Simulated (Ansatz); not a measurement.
Run report: HfO2, geometry relaxation (part 2 of 2)

HfO2 (12 atoms in the cell); DFT PBE, scalar-relativistic, plane waves, PAW, no spin polarisation (Ansatz 0.2.0); cutoff 420 eV, 6×6×11 k-mesh, Gaussian smearing of 0.1 eV. The structure derives from an entry of the Crystallography Open Database. It belongs to a series of runs on one base structure; here: film's bulk on the substrate's plane, third vector and atoms relaxed.

Geometry of the input (Å; fractional positions):
```
7.0558  0.0000  0.0000
-3.5279  6.1105  0.0000
-1.7640  1.0184  3.0200
Hf 0.0000  0.5000  0.0000
Hf 0.5000  0.5000  0.0000
Hf 0.0000  0.0000  0.0000
Hf 0.5000  0.0000  0.0000
O  0.1250  0.3750  0.7500
O  0.6250  0.3750  0.7500
O  0.1250  0.8750  0.7500
O  0.6250  0.8750  0.7500
O  0.3750  0.1250  0.2500
O  0.8750  0.1250  0.2500
O  0.3750  0.6250  0.2500
O  0.8750  0.6250  0.2500
```

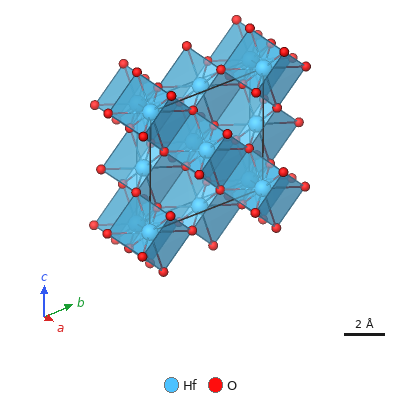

The geometry at step 3 of the log (polyhedral view of the reduced cell, seen slightly off an axis; polyhedra are completed across the faces of the cell).

## Output, continued
```
--- Per-component energies (eV) ---
  E_band       = 212.753479
  E_kinetic    = 3089.256066
  E_local      = -22957.373641  (includes V_loc(G=0)·N_el)
  E_nonlocal   = -4588.885294
  E_hartree    = 10534.943734
  E_xc         = -1791.982177
  E_vxc        = -1820.614623  (∫ρ·V_xc dr)
  E_paw        = -28971.107549  (= ΣΔE_a)
  E_vpaw       = 5420.464220  (= ΣTr[D̂ρ^β])
  E_aug_tail   = 0.019766  (compensation charges beyond the density's cutoff)
  E_ewald      = -22760.399729
  E_smearing   = -0.000000  (= −TS)
  E_closure    = -0.000000  (closes the sum)
  Σ components = -67445.528825   (vs F -67445.528825, Δ=0.00e0)
--- Forces (eV/Å), atoms counted from 1 ---
  atom   1  Hf     0.00000000     0.00000000     0.00000000
  atom   2  Hf     0.00000000    -0.00000000    -0.00000000
  atom   3  Hf     0.00000000     0.00000000     0.00000000
  atom   4  Hf     0.00000000     0.00000000    -0.00000000
  atom   5  O      0.00000396    -0.00000229    -0.00113588
  atom   6  O      0.00000396    -0.00000229    -0.00113588
  atom   7  O      0.00000396    -0.00000229    -0.00113588
  atom   8  O      0.00000396    -0.00000229    -0.00113588
  atom   9  O     -0.00000396     0.00000229     0.00113588
  atom  10  O     -0.00000396     0.00000229     0.00113588
  atom  11  O     -0.00000396     0.00000229     0.00113588
  atom  12  O     -0.00000396     0.00000229     0.00113588
  max |Σ_I F_I| component: 3.04e-18 eV/Å
--- Stress (GPa, compression-positive) ---
        6.426440      -0.000277       0.000808
       -0.000277       6.426120      -0.000467
        0.000808      -0.000467      -0.031769
  P = ⅓ Tr σ = 4.2736 GPa (42.736 kbar)
--- Band table (eV; the first three rows and the last of 118) ---
  k-point 0: bands = ["-44.9870", "-44.9715", "-44.9715", "-44.9678", "-14.0019", "-13.9851", "-13.9851", "-13.6602", "-13.6401", "-13.5837", "-13.5837", "-13.5809", "-13.5809", "-13.5433", "-13.5180", "-13.5180", "-2.7279", "-1.5259", "-1.5259", "-1.0059", "-0.5986", "-0.4150", "-0.4150", "0.1256", "5.1244", "5.1244", "5.1248", "5.1326", "5.1326", "5.1365", "5.1365", "5.1429", "5.1469", "5.1543", "5.1610", "5.1610", "5.1615", "5.1639", "5.1684", "5.1690", "5.1690", "5.1724", "5.1724", "5.1876", "5.1876", "5.1898", "5.1898", "5.1979", "5.2089", "5.2109", "5.2109", "5.3974", "9.5314", "10.5459", "10.7150", "10.7150", "11.6668", "11.6668", "11.7021", "11.7021", "12.4708", "12.6871", "12.8929", "12.8929", "13.3153", "13.3153", "14.0989", "14.0989", "14.2870", "14.3367", "14.3367", "14.6185", "15.3933", "15.3933", "15.4969", "16.0381", "19.8352", "19.9320", "19.9320", "20.5256", "20.5256", "20.8842", "20.8842", "21.5793", "21.8231", "22.5563", "23.1865", "23.1865", "24.1079", "24.4479", "25.1000", "25.1000"]
  k-point 1: bands = ["-44.9861", "-44.9712", "-44.9712", "-44.9681", "-13.9873", "-13.9748", "-13.9748", "-13.6688", "-13.6355", "-13.6029", "-13.6029", "-13.5857", "-13.5857", "-13.5768", "-13.5212", "-13.5212", "-2.6270", "-1.4626", "-1.4626", "-0.9891", "-0.6433", "-0.4524", "-0.4524", "0.0564", "5.1258", "5.1258", "5.1266", "5.1343", "5.1343", "5.1376", "5.1376", "5.1452", "5.1468", "5.1552", "5.1610", "5.1610", "5.1624", "5.1627", "5.1686", "5.1686", "5.1689", "5.1720", "5.1720", "5.1848", "5.1848", "5.1873", "5.1873", "5.1980", "5.2047", "5.2072", "5.2072", "5.3726", "9.7037", "10.7670", "10.7906", "10.7906", "11.5529", "11.5529", "11.7385", "11.7385", "12.3419", "12.5368", "12.5368", "12.5931", "13.6173", "13.6173", "14.2983", "14.3110", "14.3110", "14.3367", "14.3367", "14.6778", "15.2517", "15.2521", "15.2522", "15.8382", "19.9809", "20.0749", "20.0749", "20.5528", "20.5528", "20.9456", "20.9456", "21.5384", "22.1611", "22.7346", "23.1735", "23.1735", "23.9472", "24.5047", "24.7309", "24.7309"]
  k-point 2: bands = ["-44.9837", "-44.9704", "-44.9704", "-44.9689", "-13.9575", "-13.9534", "-13.9534", "-13.6814", "-13.6646", "-13.6468", "-13.6468", "-13.6229", "-13.5983", "-13.5983", "-13.5296", "-13.5296", "-2.3544", "-1.2951", "-1.2951", "-1.0178", "-0.6879", "-0.5498", "-0.5498", "-0.1199", "5.1294", "5.1294", "5.1320", "5.1394", "5.1394", "5.1405", "5.1405", "5.1454", "5.1476", "5.1587", "5.1603", "5.1603", "5.1603", "5.1665", "5.1673", "5.1673", "5.1708", "5.1708", "5.1709", "5.1783", "5.1783", "5.1806", "5.1806", "5.1973", "5.1981", "5.1992", "5.1992", "5.3168", "10.1809", "10.9980", "10.9980", "11.1433", "11.1433", "11.3533", "11.9369", "11.9369", "12.0822", "12.0822", "12.1038", "12.3557", "14.2492", "14.2492", "14.3191", "14.3351", "14.3351", "14.6043", "14.6043", "14.6706", "14.7412", "14.9250", "14.9250", "15.3205", "20.2876", "20.3759", "20.3759", "20.5598", "20.5598", "21.1090", "21.1090", "21.4087", "22.8886", "23.2127", "23.2174", "23.2174", "23.5968", "24.1905", "24.1905", "24.6968"]
  k-point 117: bands = ["-44.9748", "-44.9727", "-44.9679", "-44.9679", "-13.8644", "-13.8644", "-13.8264", "-13.8173", "-13.7923", "-13.7923", "-13.7477", "-13.6832", "-13.6519", "-13.6519", "-13.5767", "-13.5627", "-1.4962", "-1.2254", "-0.8796", "-0.8796", "-0.7188", "-0.7188", "-0.6570", "-0.5468", "5.1407", "5.1418", "5.1420", "5.1441", "5.1477", "5.1477", "5.1499", "5.1502", "5.1502", "5.1520", "5.1568", "5.1568", "5.1595", "5.1595", "5.1606", "5.1606", "5.1654", "5.1670", "5.1687", "5.1693", "5.1791", "5.1791", "5.1839", "5.1862", "5.1865", "5.1865", "5.1960", "5.2128", "10.6633", "10.6633", "10.9410", "11.0185", "11.0759", "11.0759", "12.0293", "12.1448", "12.5249", "12.6602", "13.1948", "13.1948", "13.2018", "13.5262", "13.5356", "13.6587", "13.6587", "14.2790", "14.6263", "14.6263", "15.3013", "15.3502", "15.7888", "15.7888", "20.2742", "20.2865", "20.8122", "20.8122", "21.2363", "21.2363", "21.3042", "21.3737", "22.8108", "22.8108", "23.0166", "23.2763", "23.4477", "23.4477", "23.7307", "23.8574"]
--- Relaxed structure (4 steps of the walk, 4 accepted, 1 SCFs on fresh bases) ---
  F+E_penalty+E_count = -67445.52882546 eV   max|allowed force component| = 1.136e-3 eV/Å   (the final SCF, on the basis selected at the relaxed cell)
  cell:  # Å, volume = 130.3863 Å³
    - [7.055840379378352, 8.28304480857435e-12, -1.593618111648724e-5]
    - [-3.527920189682003, 6.110537013593824, 1.5936210321466936e-5]
    - [-1.7639669157858453, 1.0184267736560977, 3.02415944047571]
  atoms:
    - { symbol: Hf, position: [-2.3686111699664034e-17, 0.5000000000000001, 4.785736151986797e-20] }
    - { symbol: Hf, position: [0.5, 0.5, 4.7687555234160184e-20] }
    - { symbol: Hf, position: [7.867920767994075e-21, -7.977963913157546e-21, 4.7867783478436384e-20] }
    - { symbol: Hf, position: [0.4999999999999999, -7.99387343971246e-21, 4.743384504624082e-20] }
    - { symbol: O, position: [0.12397937284954573, 0.3760206271504545, 0.7438772949606183] }
    - { symbol: O, position: [0.6239793728495457, 0.3760206271504545, 0.7438772949606183] }
    - { symbol: O, position: [0.12397937284954555, 0.8760206271504543, 0.7438772949606182] }
    - { symbol: O, position: [0.6239793728495456, 0.8760206271504544, 0.7438772949606182] }
    - { symbol: O, position: [0.37602062715045426, 0.12397937284954555, 0.25612270503938195] }
    - { symbol: O, position: [0.8760206271504545, 0.12397937284954556, 0.25612270503938195] }
    - { symbol: O, position: [0.37602062715045437, 0.6239793728495455, 0.25612270503938195] }
    - { symbol: O, position: [0.8760206271504545, 0.6239793728495457, 0.25612270503938195] }
```

## Trajectory as extended XYZ (Å, eV, eV/Å), 5 frames, from step=1 to step=5
```
12
Lattice="7.0558 0.0000 0.0000 -3.5279 6.1105 0.0000 -1.7640 1.0184 3.0200" Properties=species:S:1:pos:R:3:forces:R:3 step=1 energy=-67445.50325 pressure_GPa=5.03
Hf   -1.7640    3.0553    0.0000    0.0000   0.0000   0.0000
Hf    1.7640    3.0553    0.0000    0.0000   0.0000   0.0000
Hf    0.0000    0.0000    0.0000    0.0000   0.0000   0.0000
Hf    3.5279    0.0000    0.0000    0.0000   0.0000   0.0000
O    -1.7640    3.0553    2.2650    0.0000   0.0000  -0.3448
O     1.7640    3.0553    2.2650    0.0000   0.0000  -0.3448
O    -3.5279    6.1105    2.2650    0.0000   0.0000  -0.3448
O     0.0000    6.1105    2.2650    0.0000   0.0000  -0.3448
O     1.7640    1.0184    0.7550    0.0000   0.0000   0.3448
O     5.2919    1.0184    0.7550    0.0000   0.0000   0.3448
O     0.0000    4.0737    0.7550    0.0000   0.0000   0.3448
O     3.5279    4.0737    0.7550    0.0000   0.0000   0.3448
12
Lattice="7.0558 0.0000 -0.0000 -3.5279 6.1105 0.0000 -1.7640 1.0184 3.0357" Properties=species:S:1:pos:R:3:forces:R:3 step=2 energy=-67445.52125 pressure_GPa=3.19
Hf   -1.7640    3.0553    0.0000    0.0000   0.0000   0.0000
Hf    1.7640    3.0553    0.0000    0.0000   0.0000   0.0000
Hf    0.0000    0.0000    0.0000    0.0000   0.0000   0.0000
Hf    3.5279    0.0000    0.0000    0.0000   0.0000   0.0000
O    -1.7640    3.0553    2.2526    0.0000   0.0000   0.0922
O     1.7639    3.0553    2.2526    0.0000   0.0000   0.0922
O    -3.5279    6.1105    2.2526    0.0000   0.0000   0.0922
O     0.0000    6.1105    2.2526    0.0000   0.0000   0.0922
O     1.7640    1.0184    0.7831    0.0000   0.0000  -0.0922
O     5.2919    1.0184    0.7831    0.0000   0.0000  -0.0922
O     0.0000    4.0737    0.7831    0.0000   0.0000  -0.0922
O     3.5279    4.0737    0.7831    0.0000   0.0000  -0.0922
12
Lattice="7.0558 0.0000 -0.0000 -3.5279 6.1105 0.0000 -1.7640 1.0184 3.0268" Properties=species:S:1:pos:R:3:forces:R:3 step=3 energy=-67445.52707 pressure_GPa=4.05
Hf   -1.7640    3.0553    0.0000    0.0000   0.0000   0.0000
Hf    1.7640    3.0553    0.0000    0.0000   0.0000   0.0000
Hf    0.0000    0.0000    0.0000    0.0000   0.0000   0.0000
Hf    3.5279    0.0000    0.0000    0.0000   0.0000   0.0000
O    -1.7640    3.0553    2.2518    0.0000   0.0000  -0.0092
O     1.7640    3.0553    2.2518    0.0000   0.0000  -0.0092
O    -3.5279    6.1105    2.2518    0.0000   0.0000  -0.0092
O     0.0000    6.1105    2.2518    0.0000   0.0000  -0.0092
O     1.7640    1.0184    0.7750    0.0000   0.0000   0.0092
O     5.2919    1.0184    0.7750    0.0000   0.0000   0.0092
O     0.0000    4.0737    0.7750    0.0000   0.0000   0.0092
O     3.5279    4.0737    0.7750    0.0000   0.0000   0.0092
12
Lattice="7.0558 0.0000 -0.0000 -3.5279 6.1105 0.0000 -1.7640 1.0184 3.0242" Properties=species:S:1:pos:R:3:forces:R:3 step=4 energy=-67445.52783 pressure_GPa=4.26
Hf   -1.7640    3.0553    0.0000    0.0000   0.0000   0.0000
Hf    1.7640    3.0553    0.0000    0.0000   0.0000   0.0000
Hf    0.0000    0.0000    0.0000    0.0000   0.0000   0.0000
Hf    3.5279    0.0000    0.0000    0.0000   0.0000   0.0000
O    -1.7640    3.0553    2.2496    0.0000   0.0000  -0.0010
O     1.7640    3.0553    2.2496    0.0000   0.0000  -0.0010
O    -3.5279    6.1105    2.2496    0.0000   0.0000  -0.0010
O     0.0000    6.1105    2.2496    0.0000   0.0000  -0.0010
O     1.7640    1.0184    0.7746    0.0000   0.0000   0.0010
O     5.2919    1.0184    0.7745    0.0000   0.0000   0.0010
O     0.0000    4.0737    0.7746    0.0000   0.0000   0.0010
O     3.5279    4.0737    0.7746    0.0000   0.0000   0.0010
12
Lattice="7.0558 0.0000 -0.0000 -3.5279 6.1105 0.0000 -1.7640 1.0184 3.0242" Properties=species:S:1:pos:R:3:forces:R:3 step=5 energy=-67445.52883 pressure_GPa=4.27
Hf   -1.7640    3.0553    0.0000    0.0000   0.0000   0.0000
Hf    1.7640    3.0553    0.0000    0.0000   0.0000   0.0000
Hf    0.0000    0.0000    0.0000    0.0000   0.0000   0.0000
Hf    3.5279    0.0000    0.0000    0.0000   0.0000   0.0000
O    -1.7640    3.0553    2.2496    0.0000   0.0000  -0.0011
O     1.7640    3.0553    2.2496    0.0000   0.0000  -0.0011
O    -3.5279    6.1105    2.2496    0.0000   0.0000  -0.0011
O     0.0000    6.1105    2.2496    0.0000   0.0000  -0.0011
O     1.7640    1.0184    0.7746    0.0000   0.0000   0.0011
O     5.2919    1.0184    0.7745    0.0000   0.0000   0.0011
O     0.0000    4.0737    0.7746    0.0000   0.0000   0.0011
O     3.5279    4.0737    0.7746    0.0000   0.0000   0.0011
```

## Summary

| quantity | value |
| --- | --- |
| outcome | converged |
| space group (tolerance 0.01 Å) | R-3m (166) |
| electrons treated | 152 |
| free energy | −67445.5288 eV |
| Fermi energy | 17.937 eV |
| gap on the k-point mesh | 3.80 eV |
| pressure | 4.27 GPa |
| final volume | 130.39 Å³ |
| largest force (length of the vector) at the end | 0.001 eV/Å |
| final cell | a = 7.056 Å, b = 7.056 Å, c = 3.646 Å, α = 61.07°, β = 118.93°, γ = 120.00° |
| hardware | 8 threads of Arm Neoverse V1, 24 GiB of memory available, shared host |
| wall time | 76 s (CPU time 9.9 min) |
| peak memory | 1.5 GiB |

## Remarks

Spin–orbit coupling is left out, which matters for Hf.
